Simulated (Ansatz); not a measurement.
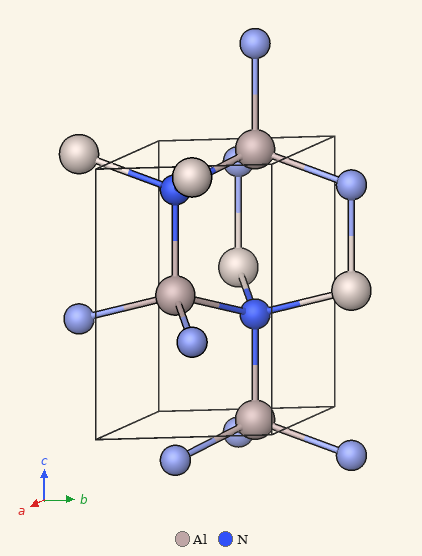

Figure: ball-and-stick view slightly off an axis. Thin lines show the conventional unit cell, with boundary atoms drawn in all their periodic places. Outside the box, the atoms bonded to those within are drawn, in fainter colours.

AlN, wurtzite, space group P6_3mc (No. 186), a = 3.107 Å, b = 3.107 Å, c = 4.779 Å, α = 90.00°, β = 90.00°, γ = 120.00°. The cell started as a structure type filled with these elements by a generator (whether the compound takes this form wasn't checked). The cell was then strained or its atoms displaced on purpose. It went into a calculation with Ansatz.

This one geometry was computed with Ansatz (DFT, plane waves, PAW) at three levels of theory: PBE, HSE06 and r2SCAN. It was relaxed with r2SCAN and then strained.

### Which level gives the highest pressure at this volume, and what does that say about its equilibrium volume?

Highest: PBE (13.2 GPa), which points to the largest equilibrium volume. Lowest, with the smallest volume: HSE06 (7.8 GPa). Levels within 0.5 GPa of each other can't be told apart.

### How does the band gap change with the level of theory?

PBE: a gap of 4.34 eV, direct; r2SCAN: a gap of 4.99 eV, direct; HSE06: a gap of 5.73 eV, direct.

### Collect the results in a table.

| level | cutoff (eV) | k-mesh of the run's cell | gap (eV) | pressure (GPa) |
| --- | --- | --- | --- | --- |
| PBE | 420 | 12×12×6 | 4.34 | 13.2 |
| HSE06 | 420 | 6×6×4 | 5.73 | 7.8 |
| r2SCAN | 500 | 12×12×6 | 4.99 | 8.5 |

Gaps are taken on the k-mesh or band path of each run.
